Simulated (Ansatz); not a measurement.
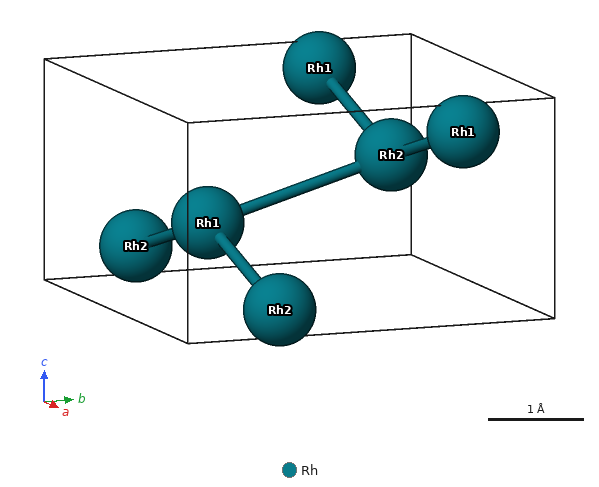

Fig. 1: The structure of run 1 (ball-and-stick view of the cell 2 times as large as that of the calculation, set on its symmetry axes, seen slightly off an axis; atoms are numbered from 1 in the order of the input). An atom can appear more than once, as a periodic image. Near neighbours in the periodic cell (some may lie outside the picture): Rh has 6 Rh at 2.16 to 2.36 Å.

**Two runs on Rh**

System: Rh (I4₁/amd, 2 atoms in the cell).
Method of run 1: DFT, PBE, PAW with Ansatz's default frozen-core files, scalar-relativistic, no spin polarisation (Ansatz 0.2.0).

Its volume is 0.65 times that of the source entry. Text and figures count atoms from 1; the logs count them from 0 in places.

### Input file, run 1
```yaml
crystal:
  lattice:
    - [-2.0741389566, 2.0741389566, 1.1798520338]
    - [2.0741389566, -2.0741389566, 1.1798520338]
    - [2.0741389566, 2.0741389566, -1.1798520338]
  atoms:
    - { symbol: Rh, position: [-0.375, -0.125, -0.25] }
    - { symbol: Rh, position: [0.375, 0.125, 0.25] }
kpoints:
  mp_grid: { grid: [18, 18, 18] }
scf:
  occupations: { method: fermi_dirac, width: 0.08 }
hamiltonian:
  xc: pbe
  pseudopotentials: { kind: paw }
output:
  forces: true
  stress: true
  write_density: true
  write_potential: true
  elf: true
  volumetric_format: npy
relax:
  f_tol: 0.005
  max_steps: 30
  cell: { stress_tol: 0.27, fix: [volume] }
```

Command:
```bash
ansatz run input.yaml --threads 1 --pin off --max-ram 2048MiB --backend cpu --events-out ev --progress --plain --runs-dir out
```

Hardware: 1 thread of Arm Neoverse V1, 24 GiB of memory available, shared host.

### Output, shortened to warnings, some set-up lines, iterations and results (run 1)
```
Basis set: ecut = 420 eV, 383 PW (Γ), exchange–correlation on 48×48×48 points (8 copies of the dense FFT grid, shifted against one another)
Symmetry: 16 space group operations
k-points: 480 of 5832
Initial density: superposition of atomic densities (neutral atoms: chi_scale 0, normalization atom), corrected by the library's trained network
[...]
SCF iter   1: F=—  HF=-12799.019537 eV  |F-HF|=—  |Δ(HF+E_count)|=         —  Δρ=1.71e-2  dr2=2.01e-2  ethr=1.77e-3  ⟨swp⟩=5.3  Hψ=43746  notcnv=0
SCF iter   2: F=—  HF=-12799.011373 eV  |F-HF|=—  |Δ(HF+E_count)|=   8.16e-3  Δρ=9.18e-3  dr2=6.42e-3  ethr=5.92e-5  ⟨swp⟩=1.1  Hψ=14282  notcnv=0
SCF iter   3: F=—  HF=-12799.007579 eV  |F-HF|=—  |Δ(HF+E_count)|=   3.79e-3  Δρ=1.12e-3  dr2=5.77e-5  ethr=1.89e-5  ⟨swp⟩=2.6  Hψ=17403  notcnv=0
SCF iter   4: F=—  HF=-12799.007592 eV  |F-HF|=—  |Δ(HF+E_count)|=   1.30e-5  Δρ=2.70e-4  dr2=4.92e-6  ethr=1.70e-7  ⟨swp⟩=2.5  Hψ=18757  notcnv=0
SCF iter   5: F=—  HF=-12799.007590 eV  |F-HF|=—  |Δ(HF+E_count)|=   1.79e-6  Δρ=3.66e-5  dr2=1.02e-7  ethr=1.45e-8  ⟨swp⟩=2.3  Hψ=17893  notcnv=0
[... 32 lines ...]
SCF iter   6: F=-12799.049949 eV  HF=-12799.049949 eV  |F-HF|=3.64e-12  |Δ(HF+E_count)|=  1.82e-12  Δρ=1.31e-8  dr2=1.45e-14  ethr=1.00e-12  ⟨swp⟩=1.0  Hψ=10080  notcnv=0
SCF iter   7: F=-12799.049949 eV  HF=-12799.049949 eV  |F-HF|=1.82e-12  |Δ(HF+E_count)|=    0.00e0  Δρ=3.20e-9  dr2=6.26e-16  ethr=1.00e-12  ⟨swp⟩=1.0  Hψ=10080  notcnv=0
SCF iter   8: F=-12799.049949 eV  HF=-12799.049949 eV  |F-HF|=0.00e0  |Δ(HF+E_count)|=  1.82e-12  Δρ=1.02e-9  dr2=8.63e-17  ethr=1.00e-12  ⟨swp⟩=3.2  Hψ=31536  notcnv=0
SCF 5 converged in 8 iterations: F = -12799.049949 eV  dr2 = 8.63e-17
relax step   5: F+E_penalty+E_count = -12799.04994898 eV  Δ(F+E_penalty+E_count) = -2.421e-5 eV  max|allowed force component| = 6.939e-18 eV/Å  Δτ_max = 0.0000 Å  P = …
basis re-selected at this cell: Δ(F+E_penalty+E_count) = -2.421e-5 eV, ΔP = -0.004 GPa vs the last step (what re-selecting the basis moved, of the pressure what is left beyond the Pulay correction that the steps carried, after the strain that the cell walked since its last selection, with what the …
SCF converged after 8 iterations
Free energy (F): -12799.049949 eV
Harris-Foulkes:  -12799.049949 eV  (|F-HF|=0.00e0)
Internal energy: -12799.013311 eV  (E = F + TS)
E sigma→0 (E₀):  -12799.031630 eV
Entropy (-TS):   -0.036638 eV (-18.319 meV/atom)
Fermi energy:    32.573599 eV
--- Per-component energies (eV) ---
  E_band       = 128.915511
  E_kinetic    = 1187.326931
  E_local      = -2504.164384  (includes V_loc(G=0)·N_el)
  E_nonlocal   = 723.259614
  E_hartree    = 923.421955
  E_xc         = -454.716767
  E_vxc        = -572.088777  (∫ρ·V_xc dr)
  E_paw        = -7181.043056  (= ΣΔE_a)
  E_vpaw       = -552.263561  (= ΣTr[D̂ρ^β])
  E_aug_tail   = 0.001777  (compensation charges beyond the density's cutoff)
  E_ewald      = -5493.099381
  E_smearing   = -0.036638  (= −TS)
  E_closure    = 0.000000  (closes the sum)
  Σ components = -12799.049949   (vs F -12799.049949, Δ=0.00e0)
--- Forces (eV/Å), atoms counted from 1 ---
  atom   1  Rh     0.00000000    -0.00000000     0.00000000
  atom   2  Rh    -0.00000000     0.00000000     0.00000000
  max |Σ_I F_I| component: 1.39e-17 eV/Å
--- Stress (GPa, compression-positive) ---
      251.929448       0.000000       0.000000
        0.000000     251.929448       0.000000
        0.000000       0.000000     251.902612
  P = ⅓ Tr σ = 251.9205 GPa (2519.205 kbar)
--- Relaxed structure (4 steps of the walk, 4 accepted, 1 SCFs on fresh bases) ---
  F+E_penalty+E_count = -12799.04994898 eV   max|allowed force component| = 6.939e-18 eV/Å   (the final SCF, on the basis selected at the relaxed cell)
  cell:  # Å, volume = 20.3031 Å³
    - [-2.093205843348111, 2.093205843348111, 1.15845552629297]
    - [2.093205843348111, -2.093205843348111, 1.15845552629297]
    - [2.093205843348111, 2.093205843348111, -1.15845552629297]
  atoms:
    - { symbol: Rh, position: [-0.37499999999999994, -0.12500000000000003, -0.24999999999999997] }
    - { symbol: Rh, position: [0.37499999999999994, 0.12500000000000003, 0.24999999999999997] }
```

For run 2 the input was changed thus:
```diff
-  occupations: { method: fermi_dirac, width: 0.08 }
+  occupations: { method: tetrahedron }
-  write_density: true
-  write_potential: true
-  elf: true
-  volumetric_format: npy
```

Predict how the results change.

The energy of run 2 (smearing taken to zero) is 0.28 meV per atom higher, which measures how much it depends on this numerical setting. The SCF takes 22 iterations over all geometry steps against 32.

### Output, shortened to warnings, some set-up lines, iterations and results (run 2)
```
Warning: relax: with tetrahedron occupations the Hellmann–Feynman forces and the energy need not agree along the walk (scf.occupations.method in the input reference, under Limitations); prefer a smearing scheme for the relaxation and re-run the relaxed geometry with tetrahedron occupations for the final energies/DOS
Warning: output.forces, output.stress, relax.cell or npt_langevin: where a Kohn–Sham band that disperses or a degenerate level is filled in part under the method tetrahedron, the forces or the stress that this run publishes need not agree with its energy (scf.occupations.method in the input reference, under Limitations); prefer a smearing scheme for the forces or the stress
Basis set: ecut = 420 eV, 383 PW (Γ), exchange–correlation on 48×48×48 points (8 copies of the dense FFT grid, shifted against one another)
Symmetry: 16 space group operations
k-points: 480 of 5832
Initial density: superposition of atomic densities (neutral atoms: chi_scale 0, normalization atom), corrected by the library's trained network
[...]
SCF iter   1: F=—  HF=-12799.001008 eV  |F-HF|=—  |Δ(HF+E_count)|=         —  Δρ=1.78e-2  dr2=2.16e-2  ethr=1.77e-3  ⟨swp⟩=6.0  Hψ=44330  notcnv=0
SCF iter   2: F=—  HF=-12798.992281 eV  |F-HF|=—  |Δ(HF+E_count)|=   8.73e-3  Δρ=9.28e-3  dr2=6.21e-3  ethr=6.36e-5  ⟨swp⟩=2.1  Hψ=16057  notcnv=0  defer=40
SCF iter   3: F=—  HF=-12798.989031 eV  |F-HF|=—  |Δ(HF+E_count)|=   3.25e-3  Δρ=1.15e-3  dr2=6.38e-5  ethr=1.83e-5  ⟨swp⟩=2.6  Hψ=17905  notcnv=0  defer=40
SCF iter   4: F=—  HF=-12798.989029 eV  |F-HF|=—  |Δ(HF+E_count)|=   1.60e-6  Δρ=4.49e-4  dr2=2.81e-5  ethr=1.88e-7  ⟨swp⟩=2.4  Hψ=20320  notcnv=0  defer=40
SCF iter   5: F=—  HF=-12798.989035 eV  |F-HF|=—  |Δ(HF+E_count)|=   6.05e-6  Δρ=7.79e-5  dr2=3.40e-7  ethr=8.26e-8  ⟨swp⟩=2.1  Hψ=18397  notcnv=0  defer=40
[... 20 lines ...]
SCF iter   2: F=—  HF=-12799.031062 eV  |F-HF|=—  |Δ(HF+E_count)|=   1.12e-6  Δρ=3.42e-5  dr2=2.49e-8  ethr=5.82e-10  ⟨swp⟩=2.6  Hψ=18137  notcnv=0
SCF iter   3: F=—  HF=-12799.031062 eV  |F-HF|=—  |Δ(HF+E_count)|=   1.07e-8  Δρ=9.75e-6  dr2=1.87e-9  ethr=7.31e-11  ⟨swp⟩=2.4  Hψ=16954  notcnv=0
SCF iter   4: F=-12799.031062 eV  HF=-12799.031062 eV  |F-HF|=1.82e-11  |Δ(HF+E_count)|=   5.56e-9  Δρ=9.43e-7  dr2=3.42e-11  ethr=1.72e-12  ⟨swp⟩=5.0  Hψ=36998  notcnv=0
SCF 4 converged in 4 iterations: F = -12799.031062 eV  dr2 = 3.42e-11
relax step   4: F+E_penalty+E_count = -12799.03106202 eV  Δ(F+E_penalty+E_count) = -2.116e-5 eV  max|allowed force component| = 6.939e-18 eV/Å  Δτ_max = 0.0000 Å  P = …
basis re-selected at this cell: Δ(F+E_penalty+E_count) = -2.116e-5 eV, ΔP = -0.004 GPa vs the last step (what re-selecting the basis moved, of the pressure what is left beyond the Pulay correction that the steps carried, after the strain that the cell walked since its last selection, with what the …
SCF converged after 4 iterations
Stability not checked: this state was not tested for a lower state beside it, because cold or Methfessel-Paxton smearing, or corrected tetrahedra, fill the levels in a way that the test cannot read (fill_not_monotonic; see scf.lower_state_search)
Free energy (F): -12799.031062 eV
Harris-Foulkes:  -12799.031062 eV  (|F-HF|=1.82e-11)
Internal energy: -12799.031038 eV  (E = F + TS)
E sigma→0 (E₀):  -12799.031062 eV
Entropy (-TS):   -0.000024 eV (-0.012 meV/atom)
Fermi energy:    32.595212 eV
--- Per-component energies (eV) ---
  E_band       = 128.920708
  E_kinetic    = 1187.344245
  E_local      = -2504.246158  (includes V_loc(G=0)·N_el)
  E_nonlocal   = 723.245471
  E_hartree    = 923.468067
  E_xc         = -454.721621
  E_vxc        = -572.095119  (∫ρ·V_xc dr)
  E_paw        = -7181.043585  (= ΣΔE_a)
  E_vpaw       = -552.265754  (= ΣTr[D̂ρ^β])
  E_aug_tail   = 0.001776  (compensation charges beyond the density's cutoff)
  E_ewald      = -5493.079232
  E_smearing   = -0.000024  (= −TS)
  E_closure    = 0.000000  (closes the sum)
  Σ components = -12799.031062   (vs F -12799.031062, Δ=0.00e0)
--- Forces (eV/Å), atoms counted from 1 ---
  atom   1  Rh     0.00000000    -0.00000000     0.00000000
  atom   2  Rh     0.00000000     0.00000000     0.00000000
  max |Σ_I F_I| component: 1.39e-17 eV/Å
--- Stress (GPa, compression-positive) ---
      251.912657       0.000000       0.000000
        0.000000     251.912657      -0.000000
        0.000000       0.000000     251.612326
  P = ⅓ Tr σ = 251.8125 GPa (2518.125 kbar)
--- Relaxed structure (3 steps of the walk, 3 accepted, 1 SCFs on fresh bases) ---
  F+E_penalty+E_count = -12799.03106202 eV   max|allowed force component| = 6.939e-18 eV/Å   (the final SCF, on the basis selected at the relaxed cell)
  cell:  # Å, volume = 20.3031 Å³
    - [-2.0928111895382178, 2.0928111895382178, 1.1588924811379544]
    - [2.0928111895382178, -2.0928111895382178, 1.1588924811379544]
    - [2.0928111895382178, 2.0928111895382178, -1.1588924811379544]
[...]
```

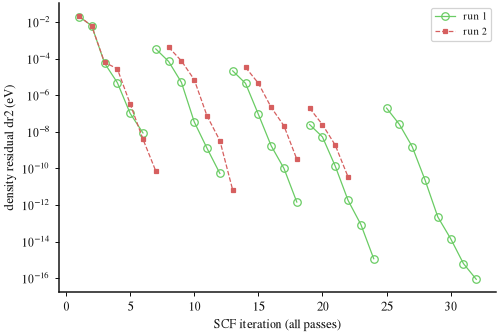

Fig. 2: Convergence of the two runs: density residual dr2 against the SCF iteration. A break in a curve parts two SCF passes. Run 1 takes 32 iterations in all, and run 2 takes 22.

### The two runs side by side

```tsv
quantity	run 1	run 2
outcome	converged	converged
free energy per atom (eV)	−6399.5250	−6399.5155
energy per atom, smearing taken to zero (eV)	−6399.5158	−6399.5155
pressure (GPa)	251.92	251.81
largest force (eV/Å)	0.000	0.000
SCF iterations	32	22
irreducible k-points	480	480
wall time (shared host)	54 s	40 s
```

For both runs: The cell is under a pressure of 252 GPa at this level, so it is not at its equilibrium volume. For run 2: Warnings: forces and stress from tetrahedron occupations may miss the slope of the energy.
